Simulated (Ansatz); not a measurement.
**MgZn₅O₆: density, localisation and related maps**

Input file:

```
crystal:
  lattice:
    - [3.2708702, 0.0, 0.0]
    - [0.0, 3.2708702, 0.0]
    - [0.0, 0.0, 13.7851637]
  atoms:
    - { symbol: Mg, position: [0.0, 0.0, 0.5] }
    - { symbol: Zn, position: [0.0, 0.0, 0.832897] }
    - { symbol: Zn, position: [0.5, 0.5, 0.0] }
    - { symbol: Zn, position: [0.0, 0.0, 0.167103] }
    - { symbol: Zn, position: [0.5, 0.5, 0.334306] }
    - { symbol: Zn, position: [0.5, 0.5, 0.665694] }
    - { symbol: O, position: [0.5, 0.0, 0.083554] }
    - { symbol: O, position: [0.0, 0.5, 0.250619] }
    - { symbol: O, position: [0.5, 0.0, 0.418392] }
    - { symbol: O, position: [0.0, 0.5, 0.581608] }
    - { symbol: O, position: [0.5, 0.0, 0.749381] }
    - { symbol: O, position: [0.0, 0.5, 0.916446] }
basis:
  ecutwfc: 420
kpoints:
  mp_grid: { grid: [8, 8, 2] }
hamiltonian:
  xc: pbe
scf:
  occupations: { method: fixed }
output:
  forces: true
  stress: true
  eigenvalues: true
  write_density: true
  write_potential: true
  elf: true
  volumetric_format: npy
relax:
  adjacent_minimum: "off"
  f_tol: 0.001
  max_steps: 60
  cell: { stress_tol: 0.01 }
```

Launched as:

```sh
ansatz run input.yaml --threads 4 --pin off --max-ram 8192MiB --backend cpu --events-out ev --progress --plain --runs-dir out
```

Below, planes, directions and counts refer to the conventional cell (a = 3.27 Å, b = 3.27 Å, c = 13.79 Å, α = 90.00°, β = 90.00°, γ = 90.00°).

Space group P-4m2; a structure generated by program, which may or may not match a known phase.

Method: DFT PBE, scalar-relativistic, plane waves, PAW (Ansatz).

Core electrons are frozen (PAW), and the valence fields are smoothed inside the atomic spheres.

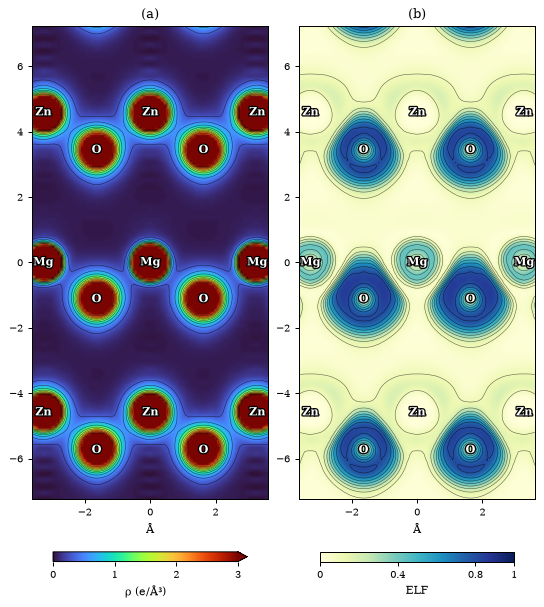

Figure 1. (a) valence pseudo-density; (b) electron localisation function on the (010) plane of the conventional cell.

> Describe what can be read from this map.

- The plane passes through Mg, Zn and O nuclei.
- Mg–O (1.99 Å): ρ is about 0.44 e/Å³ halfway; the ELF peaks at about 0.85 in the valence shell of O, 0.7 Å from its nucleus, and is about 0.35 at the midpoint; a largely ionic contact.
- Zn–O (2.00 Å): ρ is about 0.57 e/Å³ halfway; the ELF peaks at about 0.85 in the valence shell of O, 0.6 Å from its nucleus, and is about 0.25 at the midpoint; no shared electron pair shows on this line.
- The density dies away to nearly zero in the voids.

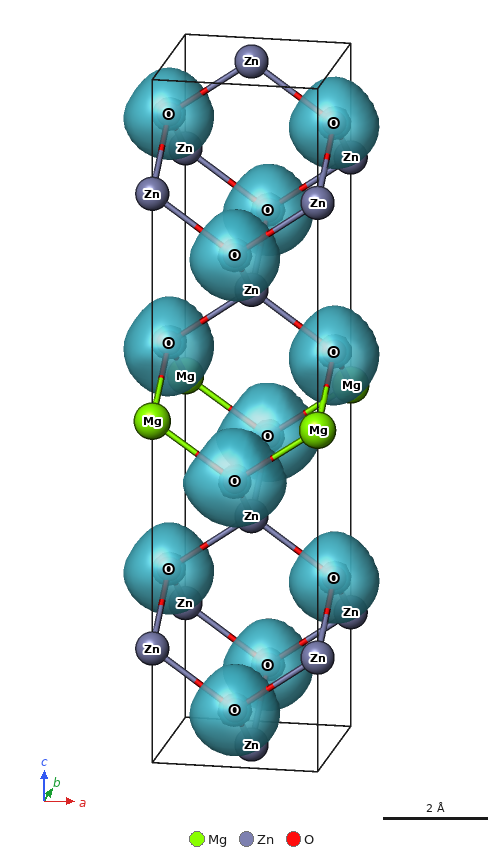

Figure 2. Isosurface of the electron localisation function at 0.65 (cyan), seen slightly off an axis. Only the valence region is drawn (cores and ρ < 0.01 e/Å³ removed). Sticks mark near contacts.

> What do the ELF domains correspond to?

The ELF exceeds this value in six regions wrapped around O (the valence shell of each), counted in one cell of 12 atoms. Regions shared between cells count once.

> Does the calculation give a band gap?

It is gapped, with a Kohn–Sham gap of 0.96 eV on the k-point mesh, an upper bound to the gap of this method.
